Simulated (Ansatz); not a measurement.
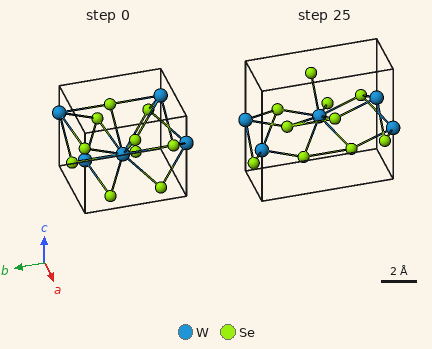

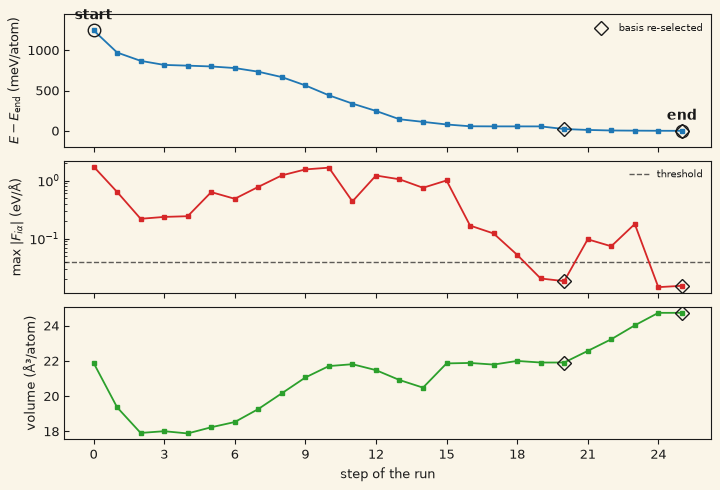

First and last geometry of a relaxation of crystalline WSe3 (a generated structure, set up in Pmmn) (coarse preliminary run), with the history of the run. Style: ball-and-stick. Shown: the cell of the calculation, from a free direction.

Level of theory: DFT PBE, scalar-relativistic, plane waves, PAW in Ansatz 0.2.0. (plane-wave cutoff 420 eV; k-point mesh 4 × 4 × 4; occupations gaussian; smearing width 0.1 eV; no spin polarisation; cell and atoms relaxed; force threshold 0.04 eV/Å; at most 70 steps)

### Did the run converge, and what did it change?

It converged. After 23 accepted moves (25 points after the start) the energy has fallen by 1247 meV per atom. Largest force component: 1.7 eV/Å at the start, 0.015 eV/Å at the end. The pressure goes from −14.43 to 0.18 GPa. The SCF was repeated twice at an unchanged geometry on a basis and grid sized afresh for the cell, which shifted the energy by 32.5 meV per atom at most. The largest moves relative to the cell, 1.53 Å, are those of W atoms. Largest moves by element: W 1.53 Å, Se 1.44 Å. Cell: a 5.124 → 3.263 Å (−36.3 %), b 6.121 → 7.914 Å (+29.3 %), c 5.584 → 7.660 Å (+37.2 %). Volume +13.0 %. Among the contacts that change: Se–W 3.182 → 7.150 Å, Se–Se 3.144 → 5.535 Å, Se–Se 3.078 → 5.031 Å, Se–Se 5.124 → 3.263 Å. Bonds break: Se–W (3.06 → 4.68 Å), Se–W (3.18 → 7.15 Å). Bond angles that change, for instance: W–Se–W 109.8° → 76.0°, W–Se–W 109.0° → 79.7°, W–Se–W 88.0° → 107.6°. The space group stays Pmmn (No. 59). The run took 10 min on 1 thread of Arm Neoverse V2, on a shared host, peak memory 0.61 GiB.
